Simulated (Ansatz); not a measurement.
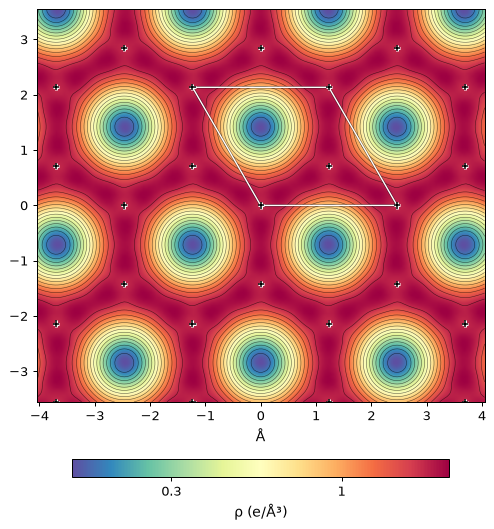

The valence electron density on a plane through atoms (crosses mark nuclei in the plane).

Theory: Ansatz, DFT PBE+D3(BJ), scalar-relativistic, plane waves, PAW.

Candidates:
A. C, a = 2.47 Å, b = 2.47 Å, c = 10.05 Å, α = 90.00°, β = 90.00°, γ = 120.00°. Space group R-3m.
B. C6O (slab), a = 2.47 Å, b = 2.47 Å, c = 25.70 Å, α = 90.00°, β = 90.00°, γ = 120.00°. The program warned that a starting moment wasn't kept; spin-polarised.

Which candidate gave the map?

Candidate A: C on the (001) plane of the conventional cell, which holds C. C–C (1.42 Å): ρ is about 2 e/Å³ halfway.
